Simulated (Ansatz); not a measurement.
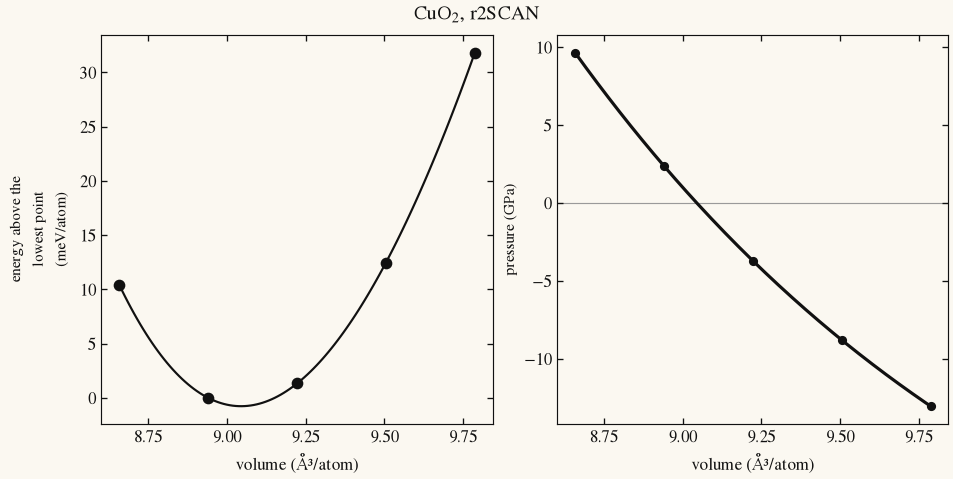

**Figure.** Energy above the lowest point and pressure against volume for CuO₂, space group Fm-3m (No. 225) (one of a set of cubic test structures, which need not be the stable phase).

A third-order Birch–Murnaghan fit gives V0 = 9.05 Å³/atom, B0 = 199 GPa and B′ = 4.7. The energy above the lowest point is 10.4 meV/atom at volume 8.6582 Å³/atom and 31.8 meV/atom at 9.7875 Å³/atom; the lowest computed point is at volume 8.9405 Å³/atom (0.0 meV/atom), and no other minimum shows. The pressure falls from 9.7 GPa at volume 8.6582 Å³/atom to −13.1 GPa at 9.7875 Å³/atom, and changes sign near 9.05 Å³/atom.

Computed with Ansatz 0.2.0 development build: equation of state of a cubic crystal from periodic Kohn-Sham density functional theory without spin, third-order Birch-Murnaghan fit to the free energies; pressure corrected for the finite basis. Level: r2SCAN.

```csv
setting,value
structure type,fluorite
atoms in cell,3
space group number,225
lattice centring,face-centred primitive
k mesh,12×12×12
occupation method,Fermi–Dirac
occupation width,0.1 eV
wave cutoff,500 eV
datasets,soft-1 PAW
density tolerance,1e-07 eV
bands,20
density cutoff ratio,4
search for lower states,default
```

Caveats: cubic model structure, not the ambient form; modest k-mesh, values are not fully converged in k; no spin polarisation, a magnetic state may lie lower.
